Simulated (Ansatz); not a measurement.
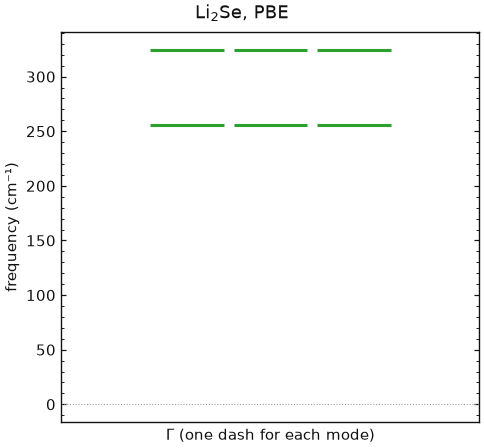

The picture above shows the zone-centre optical phonon frequencies (the three acoustic modes are left out) for Li₂Se, space group Fm-3m (No. 225).

The given structure:
```cif
data_structure
_symmetry_space_group_name_H-M 'P 1'
_symmetry_Int_Tables_number 1
_cell_length_a 4.2918
_cell_length_b 4.2918
_cell_length_c 4.2918
_cell_angle_alpha 60.000
_cell_angle_beta 60.000
_cell_angle_gamma 60.000
_cell_volume 55.90
loop_
_atom_site_label
_atom_site_type_symbol
_atom_site_fract_x
_atom_site_fract_y
_atom_site_fract_z
_atom_site_occupancy
Li1 Li 0.25000 0.25000 0.25000 1
Li2 Li 0.75000 0.75000 0.75000 1
Se1 Se 0.00000 0.00000 0.00000 1
```

Method: harmonic phonon frequencies at the zone centre with atoms at rest in the given cell, without the long-range term of polar modes, the three translations left out, imaginary frequencies are negative; plane waves with PAW datasets, Γ-centred k mesh (Ansatz 0.2.0). Level: PBE, no spin polarisation.

- wave cutoff: 420 eV
- k mesh: 8×8×8
- occupations: fixed
- pressure: −1 GPa
- phonon method: linear response

Q: Is the structure dynamically stable by these modes?

A: No frequency is imaginary, so the structure is stable to these displacements (zone-boundary modes weren't tested here).

Q: Where does the highest mode lie?

A: The highest mode lies at 324.7 cm⁻¹ (without the field of polar modes).

The computed values:

```tsv
frequency (cm⁻¹)
255.5
255.5
255.5
324.7
324.7
324.7
```
